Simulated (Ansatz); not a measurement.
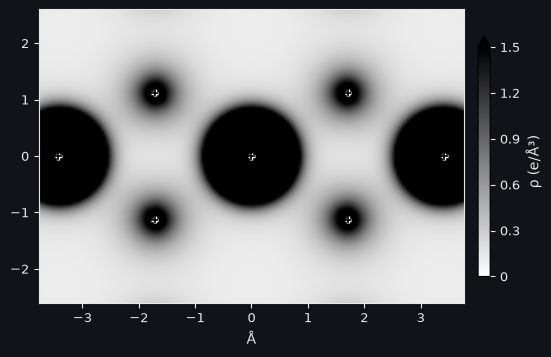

The valence pseudo-density on a plane through atoms (crosses mark nuclei in the plane).

Level of theory: Ansatz, DFT r2SCAN, scalar-relativistic, plane waves, PAW.

Candidates:
A. HfH2, a = 3.42 Å, b = 3.42 Å, c = 4.51 Å, α = 90.00°, β = 90.00°, γ = 90.00°. Space group I4/mmm; computed pressure about −2 GPa in this cell.
B. Zn, a = 2.67 Å, b = 2.67 Å, c = 4.60 Å, α = 90.00°, β = 90.00°, γ = 120.00°. Space group P6₃/mmc; changed on purpose from its base cell (biaxial strain in the a-b plane, c and atoms relaxed: +3.0 %).

### Which system is this?

Candidate A: HfH2 on the (100) plane of the conventional cell, which holds Hf and H. Hf–H (2.05 Å): the density is about 0.62 e/Å³ at the midpoint.
